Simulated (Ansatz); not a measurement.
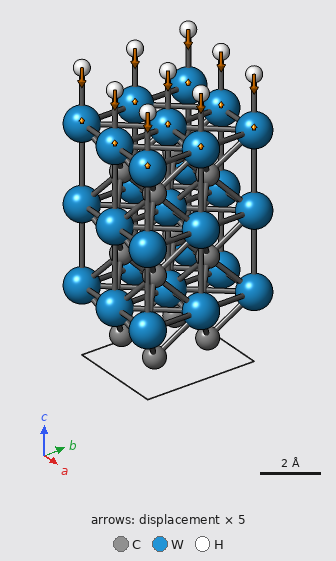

A constrained relaxation of a slab of composition HW3C3 (cut from the P-6m2 phase). The starting structure is drawn; orange arrows show the displacements, 5 times their true length.

A ball-and-stick model of the 2 × 2 repeat of the cell, outlined in the plane, without the vacuum, seen from a free direction.

Case: H put at a top W site. The slab is the (0 0 1) face of WC with H on it. 3 atoms are held fixed.

Method: Ansatz, DFT PBEsol, scalar-relativistic, plane waves, PAW.

Input
```yaml
crystal:
  lattice:
    - [2.898413667, 0.0, 0.0]
    - [-1.4492068335, 2.5100998663, 0.0]
    - [0.0, 0.0, 26.069029759]
  atoms:
    - { symbol: C, position: [0.6666666667, 0.3333333333, 0.3260573976] }
    - { symbol: W, position: [0.0, 0.0, 0.380290561] }
    - { symbol: C, position: [0.6666666667, 0.3333333333, 0.4345237245] }
    - { symbol: W, position: [0.0, 0.0, 0.4885334786] }
    - { symbol: C, position: [0.6666666667, 0.3333333333, 0.5438983226] }
    - { symbol: W, position: [0.0, 0.0, 0.5957337303] }
    - { symbol: H, position: [0.0, 0.0, 0.6701515364] }
basis:
  ecutwfc: 420
kpoints:
  mp_grid: { grid: [12, 12, 1] }
hamiltonian:
  xc: pbesol
scf:
  occupations: { method: gaussian, width: 0.1 }
output:
  forces: true
  eigenvalues: true
  write_density: true
  write_potential: true
  elf: true
  volumetric_format: npy
relax:
  adjacent_minimum: "off"
  f_tol: 0.03
  max_steps: 70
  constraints: [{ sites: [0, 1, 2] }]
efield:
  axis: 3
  dipole_correction: true
  ramp_width: 0.04
```

Run as
```bash
ansatz run input.yaml --threads 2 --pin off --max-ram 5120MiB --backend cpu --events-out ev --progress --plain --runs-dir out
```

Atoms of which element are displaced furthest, and by how much?

Answer. Hydrogen: up to 0.15 Å, against 0.05 Å for tungsten.

What did the optimiser do to the structure, and how much energy did it gain?

Answer. The atom that moves furthest is H7 (0.15 Å along the normal (−c)). Largest moves by element: H 0.15 Å, W 0.05 Å, C 0.01 Å. The cell doesn't change. Near-neighbour distances that change, for instance: W6–H7 1.940 → 1.748 Å, W4–W6 2.795 → 2.837 Å, C5–W6 2.151 → 2.184 Å, W4–C5 2.210 → 2.204 Å. After 4 geometry steps the energy has fallen by 0.181 eV per cell of the calculation. The largest force component goes from 2.1 to 0.0031 eV/Å. The run took 17 s on 2 threads of Intel(R) Xeon(R) 6975P-C (Granite Rapids), with other jobs on the host, peak memory 0.54 GiB.

Limits of the set-up: the periodic images lie only 2.9 Å apart, so the values are limited by the cell's size.
